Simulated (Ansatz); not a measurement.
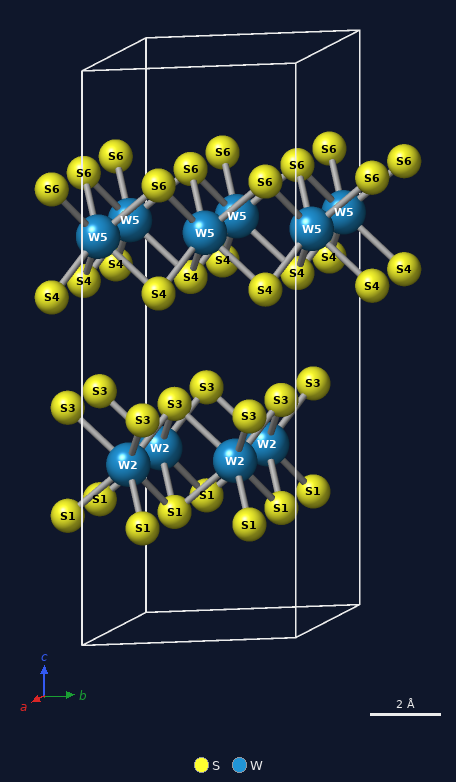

**Figure 1.** The input geometry of run A (ball-and-stick view of the 2 × 2 repeat of the cell, with the vacuum cut short, seen slightly off an axis; bonded neighbours outside the cell are drawn too; atoms are numbered from 1 in the order of the input). An atom can appear more than once, as a periodic image. Near neighbours in the periodic cell (some may lie outside the picture): S has 3 W at 2.41 Å; W has 6 S at 2.41 Å.

# WS₂: a failed or faulty run and its cure

System: WS₂ (slab, 6 atoms in the cell).
Method of run A: DFT, PBE, dispersion d3bj, plane waves, PAW, PAW set soft_1 (Ansatz 0.2.0).

The structure derives from an entry of the Crystallography Open Database. Text and figures count atoms from 1; the logs count them from 0 in places.

Input, run A:
```yaml
crystal:
  lattice:
    - [3.1595457497, 0.0, 0.0]
    - [-1.5797728749, 2.7362468836, 0.0]
    - [0.0, 0.0, 23.8042575719]
  atoms:
    - { symbol: s, position: [0.3333333333, 0.6666666667, 0.1890418126] }
    - { symbol: W, position: [0.6666666667, 0.3333333333, 0.2552511581] }
    - { symbol: S, position: [0.3333333333, 0.6666666667, 0.3214605103] }
    - { symbol: S, position: [0.8333333333, 0.6666666667, 0.4668126596] }
    - { symbol: W, position: [0.5, 1.0, 0.533022005] }
    - { symbol: S, position: [0.8333333333, 0.6666666667, 0.5992313572] }
basis:
  ecutwfc: 420
kpoints:
  mp_grid: { grid: [9, 9, 1] }
hamiltonian:
  xc: pbe
  pseudopotentials: { kind: paw, azcp: { folder: soft_1 } }
  dispersion: d3bj
scf:
  occupations: { method: gaussian, width: 0.05 }
  max_iter: 80
output:
  forces: true
  eigenvalues: true
efield:
  axis: 3
  dipole_correction: true
  ramp_width: 0.04
```

Launched with:
```bash
ansatz run input.yaml --threads 1 --pin off --max-ram 3072MiB --backend cpu --events-out ev --progress --plain --runs-dir out
```

Hardware: 1 thread of Arm Neoverse V1, 24 GiB of memory available, shared host.

Output (run A):
```
Error: YAML parse error: error: line 7 column 17: `s` is not an element symbol (H … Og, case-exact)
 --> <input>:7:17
  |
5 |     - [0.0, 0.0, 23.8042575719]
6 |   atoms:
7 |     - { symbol: s, position: [0.3333333333, 0.6666666667, 0.1890418126] }
  |                 ^ `s` is not an element symbol (H … Og, case-exact)
8 |     - { symbol: W, position: [0.6666666667, 0.3333333333, 0.2552511581] }
9 |     - { symbol: S, position: [0.3333333333, 0.6666666667, 0.3214605103] }
  |
```

### What went wrong, and how is the input to be mended?

This input holds a deliberate fault: an unknown element (`crystal.atoms[0].symbol`). The program refused the input: “YAML parse error: error: line 7 column 17: `s` is not an element symbol (H … Og, case-exact) --> <input>:7:17 | 5 | - [0.0, 0.0, 23.8042575719] 6 | atoms: 7 | - { symbol: s, position: [0.3333333333, 0.6666666667, 0.1890418126] } | ^ `s` is not an element symbol (H … Og, case-exact) 8 | - { symbol: W, position: …”

A run of the same system that converges differs from this input as follows (lines with − go, lines with + come):
```diff
-    - { symbol: s, position: [0.3333333333, 0.6666666667, 0.1890418126] }
+    - { symbol: S, position: [0.3333333333, 0.6666666667, 0.1890418126] }
-  max_iter: 80
```

Output, shortened to warnings, some set-up lines, iterations and results (run B):
```
Basis set: ecut = 420 eV, 3979 PW (Γ), exchange–correlation on 48×48×320 points (8 copies of the dense FFT grid, shifted against one another)
Symmetry: 2 space group operations
k-points: 25 of 81 (time reversal used)
Initial density: superposition of atomic densities (neutral atoms: chi_scale 0, normalization atom)
[...]
SCF iter   1: F=—  HF=-24387.974114 eV  |F-HF|=—  |Δ(HF+E_count)|=         —  Δρ=3.41e-2  dr2=2.72e0  ethr=3.10e-3  p=-0.000 e·Å  D=-2.33e-7 V/Å  ΔV_dip=0.00 eV  …
SCF iter   2: F=—  HF=-24387.238113 eV  |F-HF|=—  |Δ(HF+E_count)|=   7.36e-1  Δρ=1.51e-2  dr2=5.47e-1  ethr=3.10e-3  p=0.000 e·Å  D=3.15e-4 V/Å  ΔV_dip=-0.01 eV  …
SCF iter   3: F=—  HF=-24387.298965 eV  |F-HF|=—  |Δ(HF+E_count)|=   6.09e-2  Δρ=1.27e-2  dr2=9.60e-1  ethr=1.05e-3  p=-0.001 e·Å  D=-7.61e-4 V/Å  ΔV_dip=0.02 eV  …
SCF iter   4: F=—  HF=-24387.155593 eV  |F-HF|=—  |Δ(HF+E_count)|=   1.43e-1  Δρ=5.60e-3  dr2=6.71e-2  ethr=1.05e-3  p=0.001 e·Å  D=9.49e-4 V/Å  ΔV_dip=-0.02 eV  …
SCF iter   5: F=—  HF=-24387.197122 eV  |F-HF|=—  |Δ(HF+E_count)|=   4.15e-2  Δρ=4.47e-3  dr2=5.20e-1  ethr=1.29e-4  p=-0.005 e·Å  D=-4.21e-3 V/Å  ΔV_dip=0.10 eV  …
SCF iter   6: F=—  HF=-24387.148098 eV  |F-HF|=—  |Δ(HF+E_count)|=   4.90e-2  Δρ=7.35e-4  dr2=7.05e-4  ethr=1.29e-4  p=0.000 e·Å  D=8.70e-5 V/Å  ΔV_dip=-0.00 eV  …
SCF iter   7: F=—  HF=-24387.148197 eV  |F-HF|=—  |Δ(HF+E_count)|=   9.88e-5  Δρ=2.40e-4  dr2=4.69e-4  ethr=1.36e-6  p=-0.002 e·Å  D=-1.47e-3 V/Å  ΔV_dip=0.03 eV  …
SCF iter   8: F=—  HF=-24387.148270 eV  |F-HF|=—  |Δ(HF+E_count)|=   7.29e-5  Δρ=2.57e-4  dr2=1.11e-3  ethr=9.02e-7  p=0.003 e·Å  D=2.97e-3 V/Å  ΔV_dip=-0.07 eV  …
SCF iter   9: F=—  HF=-24387.148117 eV  |F-HF|=—  |Δ(HF+E_count)|=   1.54e-4  Δρ=9.27e-5  dr2=3.50e-5  ethr=9.02e-7  p=-0.000 e·Å  D=-4.30e-4 V/Å  ΔV_dip=0.01 eV  …
SCF iter  10: F=—  HF=-24387.148002 eV  |F-HF|=—  |Δ(HF+E_count)|=   1.14e-4  Δρ=3.13e-5  dr2=2.67e-6  ethr=6.73e-8  p=-0.000 e·Å  D=-9.63e-5 V/Å  ΔV_dip=0.00 eV  …
SCF iter  11: F=—  HF=-24387.148003 eV  |F-HF|=—  |Δ(HF+E_count)|=   3.93e-7  Δρ=2.23e-5  dr2=3.70e-6  ethr=5.14e-9  p=-0.000 e·Å  D=-1.12e-5 V/Å  ΔV_dip=0.00 eV  …
SCF iter  12: F=-24387.148002 eV  HF=-24387.148002 eV  |F-HF|=3.75e-8  |Δ(HF+E_count)|=   5.31e-7  Δρ=4.71e-6  dr2=6.14e-8  ethr=1.92e-10  p=0.000 e·Å  D=2.78e-6 V/Å  …
SCF 1 converged in 12 iterations: F = -24387.148002 eV  dr2 = 6.14e-8
SCF converged after 12 iterations
Free energy (F): -24387.148002 eV
Harris-Foulkes:  -24387.148002 eV  (|F-HF|=3.75e-8)
Internal energy: -24387.148002 eV  (E = F + TS)
E sigma→0 (E₀):  -24387.148002 eV
Fermi energy:    4.013256 eV
Dipole field:    D = 0.000044 V/Å  (p = 0.000050 e·Å, saw-weighted, corrected)
Work function:   Φ+ = 4.6395 eV   Φ− = 4.6406 eV
Levels:          The Fermi level and band energies are counted from a zero that moves with the ramp; work functions are not
--- Per-component energies (eV) ---
  E_band       = -794.428576
  E_kinetic    = 1268.557937
  E_local      = -30599.213264  (includes V_loc(G=0)·N_el)
  E_nonlocal   = 87.618124
  E_hartree    = 14802.976504
  E_xc         = -891.888498
  E_vxc        = -794.829051  (∫ρ·V_xc dr)
  E_paw        = -19589.386196  (= ΣΔE_a)
  E_vpaw       = -362.505079  (= ΣTr[D̂ρ^β])
  E_aug_tail   = 0.000309  (compensation charges beyond the density's cutoff)
  E_efield     = 0.000000  (sawtooth field / dipole correction)
  E_vefield    = 0.000000  (∫n·V_field dr)
  E_ewald      = 10536.299171
  E_disp       = -2.112088  (pairwise vdW)
  E_smearing   = -0.000000  (= −TS)
  E_closure    = 0.000000  (closes the sum)
  Σ components = -24387.148002   (vs F -24387.148002, Δ=0.00e0)
--- Forces (eV/Å), atoms counted from 1 ---
  atom   1  S      0.00000000    -0.00155534     0.00729838
  atom   2  W     -0.00000000     0.00510035     0.04762072
  atom   3  S     -0.00000000     0.00380798     0.04985954
  atom   4  S      0.00000000    -0.00380845    -0.04981660
  atom   5  W      0.00000000    -0.00510062    -0.04766454
  atom   6  S     -0.00000000     0.00155600    -0.00733159
  max |Σ_I F_I| component: 3.41e-5 eV/Å
```

The two runs side by side:

| quantity | run A | run B |
| --- | --- | --- |
| outcome | refused | converged |
| free energy per atom (eV) | – | −4064.5247 |
| gap on the mesh (eV) | – | 1.74 |
| work function (eV) | – | 4.64 |
| largest force (eV/Å) | – | 0.050 |
| SCF iterations | – | 12 |
| irreducible k-points | – | 25 |
| plane waves at Γ | – | 3979 |

Notes on run B: Spin–orbit coupling is left out, which matters for W.
